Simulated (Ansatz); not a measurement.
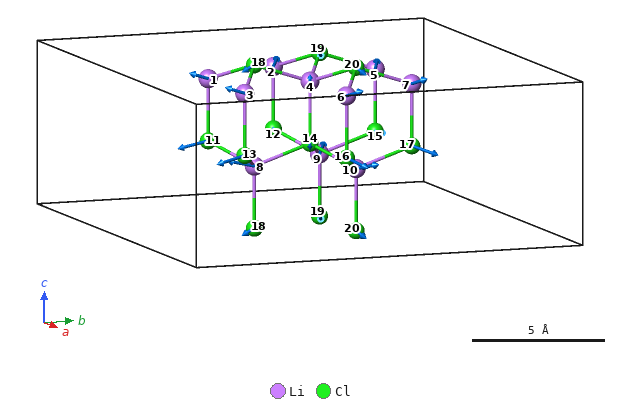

A relaxation of a wire of composition LiCl. The starting structure is drawn; blue arrows show the displacements (the part carried along by the change of the cell is left out), at their true length.

The picture is a ball-and-stick view of the cell of the calculation, with the vacuum cut short, seen slightly off an axis.

Case: wire along [0 0 1], 20 atoms a period.

Computed with Ansatz 0.2.0, DFT PBE, scalar-relativistic, plane waves, PAW.

Input file:
```yaml
crystal:
  lattice:
    - [16.9, 0.0, 0.0]
    - [0.0, 16.1, 0.0]
    - [0.0, 0.0, 6.2893397723]
  atoms:
    - { symbol: Li, position: [0.3838634411, 0.2888503287, 0.877790897], spin: 0.3 }
    - { symbol: Li, position: [0.2677268822, 0.5, 0.877790897], spin: 0.3 }
    - { symbol: Li, position: [0.6161365589, 0.2888503287, 0.877790897], spin: 0.3 }
    - { symbol: Li, position: [0.5, 0.5, 0.877790897], spin: 0.3 }
    - { symbol: Li, position: [0.3838634411, 0.7111496713, 0.877790897], spin: 0.3 }
    - { symbol: Li, position: [0.7322731178, 0.5, 0.877790897], spin: 0.3 }
    - { symbol: Li, position: [0.6161365589, 0.7111496713, 0.877790897], spin: 0.3 }
    - { symbol: Li, position: [0.5, 0.3592335525, 0.377790897], spin: 0.3 }
    - { symbol: Li, position: [0.3838634411, 0.5703832238, 0.377790897], spin: 0.3 }
    - { symbol: Li, position: [0.6161365589, 0.5703832238, 0.377790897], spin: 0.3 }
    - { symbol: Cl, position: [0.3838634411, 0.2888503287, 0.497210103], spin: 0.3 }
    - { symbol: Cl, position: [0.2677268822, 0.5, 0.497210103], spin: 0.3 }
    - { symbol: Cl, position: [0.6161365589, 0.2888503287, 0.497210103], spin: 0.3 }
    - { symbol: Cl, position: [0.5, 0.5, 0.497210103], spin: 0.3 }
    - { symbol: Cl, position: [0.3838634411, 0.7111496713, 0.497210103], spin: 0.3 }
    - { symbol: Cl, position: [0.7322731178, 0.5, 0.497210103], spin: 0.3 }
    - { symbol: Cl, position: [0.6161365589, 0.7111496713, 0.497210103], spin: 0.3 }
    - { symbol: Cl, position: [0.5, 0.3592335525, 0.997210103], spin: 0.3 }
    - { symbol: Cl, position: [0.3838634411, 0.5703832238, 0.997210103], spin: 0.3 }
    - { symbol: Cl, position: [0.6161365589, 0.5703832238, 0.997210103], spin: 0.3 }
basis:
  ecutwfc: 420
kpoints:
  mp_grid: { grid: [1, 1, 5] }
hamiltonian:
  xc: pbe
scf:
  occupations: { method: gaussian, width: 0.05 }
  lower_state_search: "off"
output:
  forces: true
  stress: true
  eigenvalues: true
  populations: true
  write_density: true
  write_potential: true
  elf: true
  volumetric_format: npy
magnetization:
  spin_polarized: true
relax:
  adjacent_minimum: "off"
  f_tol: 0.02
  max_steps: 45
  cell: { fix: [a, b, alpha, beta, gamma], stress_tol: 0.03 }
```

Run as
```bash
ansatz run input.yaml --threads 4 --pin off --max-ram 9216MiB --backend cpu --events-out ev --progress --plain --runs-dir out
```

Q: What happened in the run?

A: The largest moves relative to the layer's centre, 1.24 Å, are those of Cl11, Cl12, Cl13, Cl15, Cl16 and Cl17. Largest moves by element: Cl 1.24 Å, Li 1.17 Å. Along the periodic axis the drawn cell goes c 6.289 → 4.515 Å (−28.2 %). Among the contacts that change: Li4–Cl14 3.896 → 2.258 Å, Li1–Cl11 3.896 → 2.300 Å, Li10–Cl20 3.896 → 2.340 Å, Li10–Cl14 2.388 → 3.406 Å. New bonds form: Li10–Cl20 (3.90 → 2.34 Å), Li1–Cl11 (3.90 → 2.30 Å), Li2–Cl12 (3.90 → 2.30 Å), Li3–Cl13 (3.90 → 2.30 Å). Bonds break: Li10–Cl14 (2.39 → 3.41 Å), Li8–Cl14 (2.39 → 3.40 Å), Li9–Cl14 (2.39 → 3.41 Å). Among the angles between lasting bonds that change: Li3–Cl13–Li8 108.3° → 81.1°, Cl14–Li4–Cl18 108.3° → 89.9°, Li2–Cl19–Li4 110.6° → 126.6°. The energy falls by 3.437 eV per cell of the calculation in 17 accepted moves (20 points after the start). Largest force component: 0.67 eV/Å at the start, 0.0021 eV/Å at the end. The line search rejected the trial steps at points 10, 16 of the run. The SCF was repeated once at an unchanged geometry on a basis and grid sized afresh for the cell, which shifted the energy by 1.2 meV per cell of the calculation at most. The program noted that the starting moments weren't kept.
